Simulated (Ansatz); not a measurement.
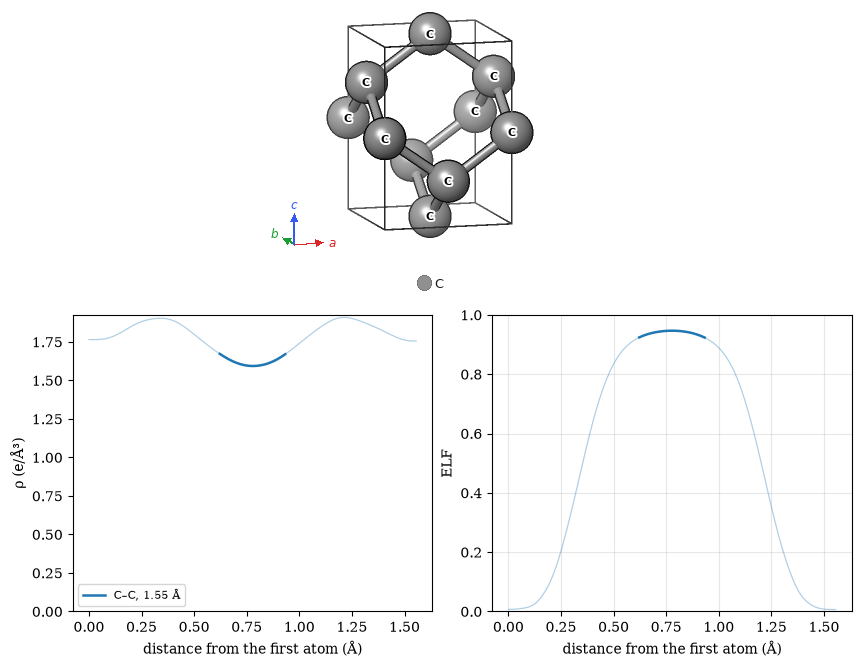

The picture shows: C. Valence electron density and ELF along straight lines between neighbouring atoms. Thin, pale parts lie inside the atomic spheres. The structure is drawn too.

Space group I4₁/amd; changed on purpose from its base cell (equal xx and yy strain of +1 %, PAW files); computed pressure about −7 GPa in this cell.

Computed with DFT, PBE, PAW with Ansatz's default frozen-core files, scalar-relativistic in Ansatz.

In a PAW calculation such maps are meaningful between the atoms, not at the nuclei.

What can be read from the curves?

C–C (1.55 Å): ρ at the midpoint is about 1.6 e/Å³; the ELF peaks at about 0.95 between the atoms: localised, covalent bonding.
